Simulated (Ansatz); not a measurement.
Here is a crystal structure:

```yaml
crystal:
  lattice:
    - [-4.76844, 4.76844, 0.00000]
    - [-4.76844, -4.76844, 0.00000]
    - [4.76844, 0.00000, 6.42479]
  atoms:
    - { symbol: Sn, position: [0.00000, 0.00000, 0.00000] }
    - { symbol: Sn, position: [0.25012, 0.24994, 0.50000] }
    - { symbol: Sn, position: [0.50024, 0.50014, 0.00002] }
    - { symbol: Sn, position: [0.75021, 0.75004, 0.50003] }
    - { symbol: Sn, position: [0.87510, 0.37498, 0.75000] }
    - { symbol: Sn, position: [0.12539, 0.62497, 0.24997] }
    - { symbol: Sn, position: [0.37491, 0.87504, 0.75000] }
    - { symbol: Sn, position: [0.62505, 0.12510, 0.25000] }
    - { symbol: O, position: [0.30627, 0.00020, 0.00008] }
    - { symbol: O, position: [0.55644, 0.24987, 0.50006] }
    - { symbol: O, position: [0.80651, 0.50004, 0.00006] }
    - { symbol: O, position: [0.05641, 0.74998, 0.49991] }
    - { symbol: O, position: [0.69365, 0.00015, 0.99996] }
    - { symbol: O, position: [0.94385, 0.25013, 0.49999] }
    - { symbol: O, position: [0.19383, 0.50012, 0.99990] }
    - { symbol: O, position: [0.44395, 0.75022, 0.50011] }
    - { symbol: O, position: [0.87532, 0.06877, 0.75005] }
    - { symbol: O, position: [0.12491, 0.31868, 0.24997] }
    - { symbol: O, position: [0.37533, 0.56876, 0.75000] }
    - { symbol: O, position: [0.62514, 0.81879, 0.24998] }
    - { symbol: O, position: [0.87514, 0.68127, 0.74999] }
    - { symbol: O, position: [0.12503, 0.93127, 0.24995] }
    - { symbol: O, position: [0.37504, 0.18133, 0.75002] }
    - { symbol: O, position: [0.62473, 0.43136, 0.25002] }
```

Describe what this structure looks like.

Formula: SnO2. Within 0.01 Å the space group is P4_2/mnm (No. 136), primitive tetragonal: rutile. It has 24 atoms to the cell (8 Sn, 16 O). The coordination shell of Sn holds six O in a distorted octahedral arrangement at 2.07 Å. About every O there are three Sn at 2.07 Å. The bonds build a three-dimensional framework.

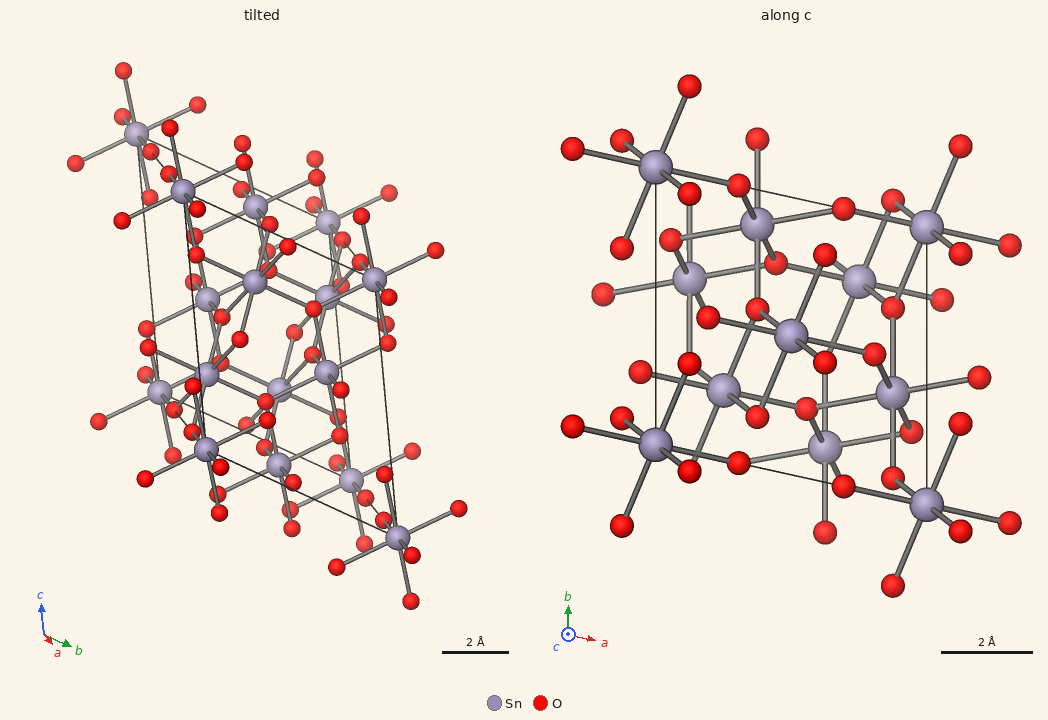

We look at a ball-and-stick model of the crystal slightly off an axis and along the c axis. The unit cell is outlined; an atom on or near a face, edge or corner is repeated at each equivalent position. Some neighbours outside the box are added. Colours: tin purple, oxygen red.

It goes back to a structure listed in the Materials Project. The atoms were relaxed in a fixed cell with DFT PBEsol, scalar-relativistic, plane waves, PAW in Ansatz.
